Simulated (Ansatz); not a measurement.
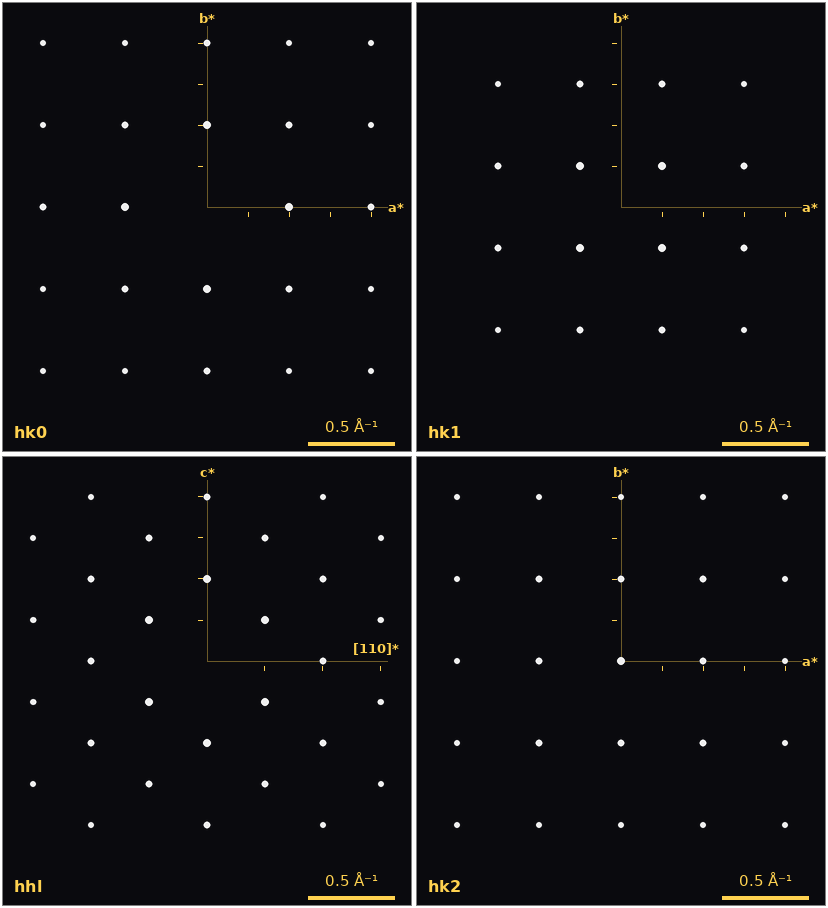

Four undistorted layers of reciprocal space, calculated for a single crystal (X-rays, kinematic |F|², B = 0.5 Å²). Tick marks count the reciprocal lattice steps of the conventional cell along each axis.

### Read the reciprocal cell and give the direct cell.

a* = 0.239, b* = 0.239, c* = 0.239 Å⁻¹; the cell is cubic with a = 4.18 Å.

### Which reflection conditions do the layers show?

Reflections are present only under these conditions. hkl: h + k = 2n, h + l = 2n; hk0: h = 2n, k = 2n; hhl: h + l = 2n; h00: h = 2n. The lattice is face-centred (F).

### Which space groups fit?

The intensities have Laue symmetry m-3m (the hk0 layer shows 4mm, hk1 shows 4mm). With these conditions the candidates are F432 (No. 209), F-43m (No. 216), Fm-3m (No. 225). Diffraction geometry alone does not choose among them; the structure has Fm-3m. The compound is Ta. Structure: the input geometry of an electronic-structure calculation (not necessarily at equilibrium); the starting structure was generated, so it need not be a known form of this composition.
